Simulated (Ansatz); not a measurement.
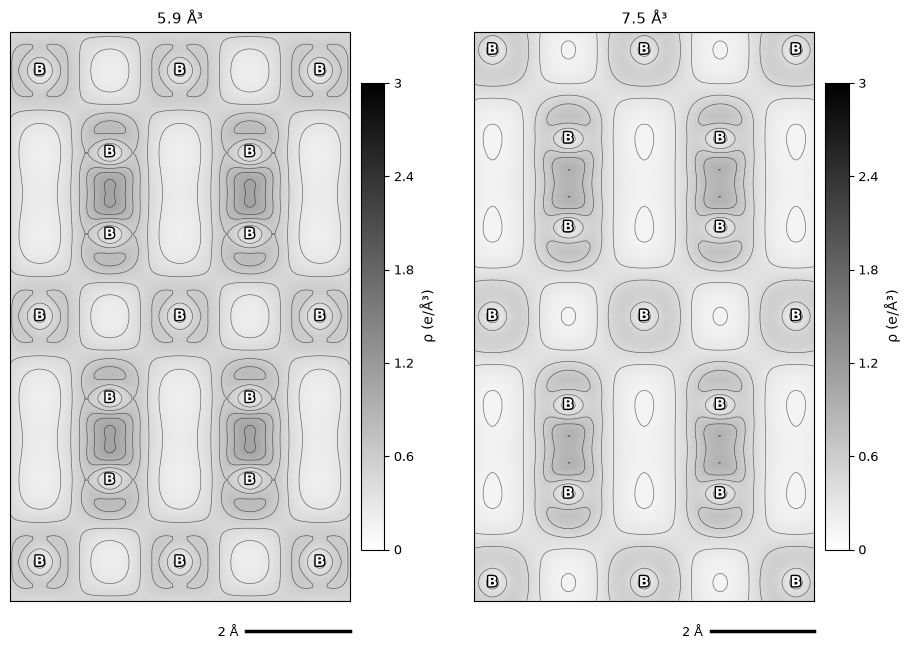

B. The valence electron density of cells scaled evenly to different volumes (given per atom above each panel), on the (110) plane of each (indices in the axes of the cell below), at one length scale and on one colour scale.

A generated structure, not necessarily the stable one; computed without spin polarisation.

The calculation used Ansatz 0.2.0, DFT, PBE, plane waves (420 eV) with PAW, scalar-relativistic.

In a PAW calculation such maps are meaningful between the atoms, not at the nuclei.

The largest cell:

```yaml
crystal:
  lattice:
    - [2.97302, 0.00000, 0.00000]
    - [-1.48651, 2.57471, 0.00000]
    - [0.00000, 0.00000, 2.93464]
  atoms:
    - { symbol: B, position: [0.00000, 0.00000, 0.00000] }
    - { symbol: B, position: [0.33333, 0.66667, 0.50000] }
    - { symbol: B, position: [0.66667, 0.33333, 0.50000] }
```

| volume (Å³/atom) | B–B contact in the plane (Å) | ρ at its midpoint (e/Å³) | pressure (GPa) | 
| --- | --- | --- | --- |
| 5.88 | 1.584 | 1.067 | 36.8 | 
| 7.22 | 1.696 | ? | ? | 
| 7.49 | 1.717 | 0.866 | −20.7 | 

Q: Estimate the missing row, and compare with the calculation.

A: Over the known rows ln ρ falls by 1.57 per Å of B–B distance (the line through the two), which gives 0.895 e/Å³ at 1.696 Å; the calculation gives 0.894 e/Å³. For the pressure, a straight line in volume between the neighbouring rows gives −11.1 GPa; the calculation gives −15.1, lower because pressure rises ever faster on compression.
